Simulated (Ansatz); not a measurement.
Consider TiCo.

The calculation's input:

```
crystal:
  lattice:
    - [1.4820190411, 1.4820190411, 3.4901122715]
    - [1.4820190411, 3.4901122715, 1.4820190411]
    - [3.4901122715, 1.4820190411, 1.4820190411]
  atoms:
    - { symbol: Co, position: [0.0, 0.0, 0.0], spin: 3.5 }
    - { symbol: Ti, position: [0.5, 0.5, 0.5] }
basis:
  ecutwfc: 420
kpoints:
  mp_grid: { grid: [18, 18, 18] }
hamiltonian:
  xc: pbesol
scf:
  occupations: { method: gaussian, width: 0.1 }
  lower_state_search: "off"
output:
  forces: true
  stress: true
  eigenvalues: true
  populations: true
  write_density: true
  write_potential: true
  elf: true
  volumetric_format: npy
magnetization:
  spin_polarized: true
```

Command:

```sh
ansatz run input.yaml --threads 1 --pin off --max-ram 2560MiB --backend cpu --events-out ev --progress --plain --runs-dir out
```

Below, planes, directions and counts refer to the conventional cell (a = 2.84 Å, b = 2.84 Å, c = 11.18 Å, α = 90.00°, β = 90.00°, γ = 120.00°).

Space group R-3m; started from the CuPt (L1_1) prototype, which need not be the ambient phase; the program warned that a starting moment wasn't kept; spin-polarised, but the moments vanished.

The calculation used DFT PBEsol, scalar-relativistic, plane waves, PAW in Ansatz.

Question: Predict the valence pseudo-density and electron localisation function between the atoms.

Answer: Co–Co (2.84 Å): ρ at the midpoint is about 0.24 e/Å³; the ELF is about 0.35 at the midpoint.
Ti–Ti (2.84 Å): ρ at the midpoint is about 0.22 e/Å³; the ELF is about 0.25 at the midpoint; no localised pair shows between them.

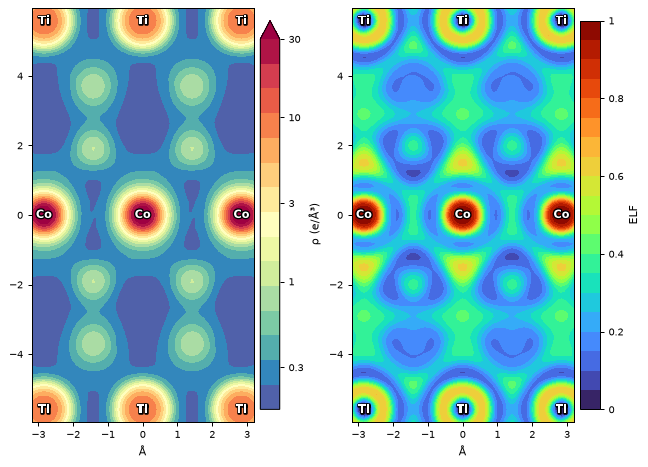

Computed valence pseudo-density and electron localisation function on the (100) plane of the conventional cell, in this order. Atoms just off the plane (Co, 0.8 Å away and Ti, 0.8 Å away) can leave unmarked features too.

Core electrons are frozen (PAW), and the valence fields are smoothed inside the atomic spheres.
